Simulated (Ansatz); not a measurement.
Structure data:

```xyz
1
Lattice="2.6377 0.0000 0.0000 -1.3188 2.2843 0.0000 0.0000 0.0000 2.5426" Properties=species:S:1:pos:R:3 pbc="T T T"
Rh    0.0000    0.0000    0.0000
```

**Work out the structure from the coordinates.**

The element is rhodium. Space group: P6/mmm (No. 191). Lattice: primitive hexagonal. Its structure type: simple hexagonal. The cell holds one atom. Rh bonds to eight Rh at 2.54 to 2.64 Å. The bonds build a three-dimensional framework.

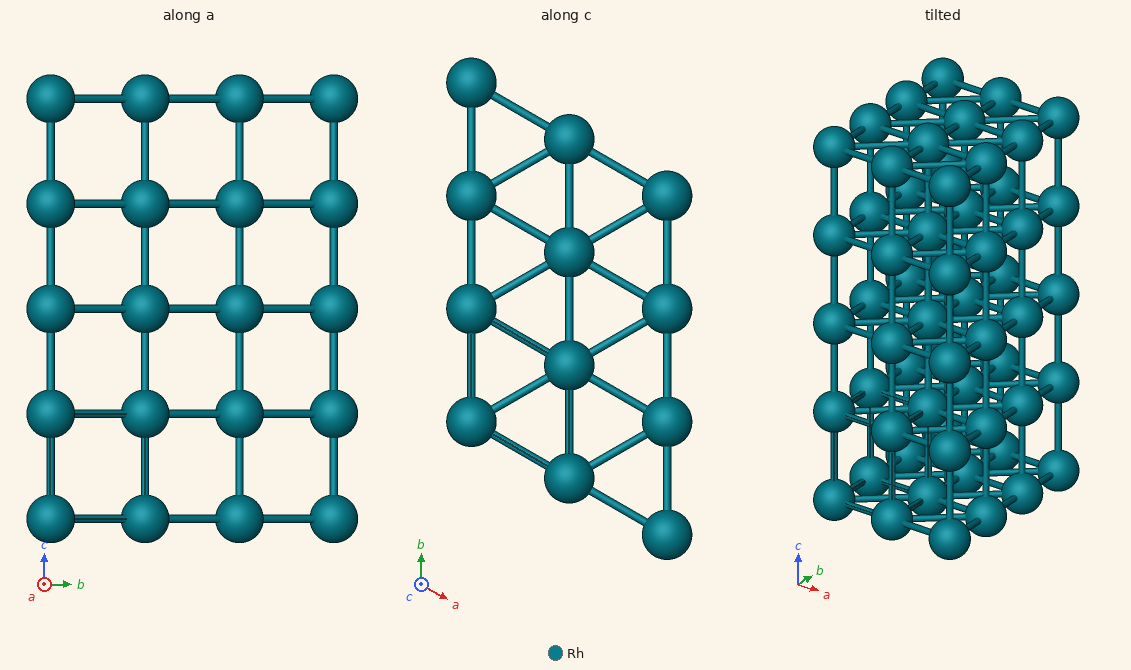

The figure gives a ball-and-stick picture of the atoms, viewed along the a axis, along the c axis and slightly off an axis. The drawing covers 2×3×4 cells, and the solid lines enclose one conventional unit cell. Colours: rhodium blue.

The structure was taken from a textbook structure type filled with this element (whether it is the usual form wasn't checked). The geometry was optimised with Ansatz, DFT PBE, scalar-relativistic, plane waves, PAW.
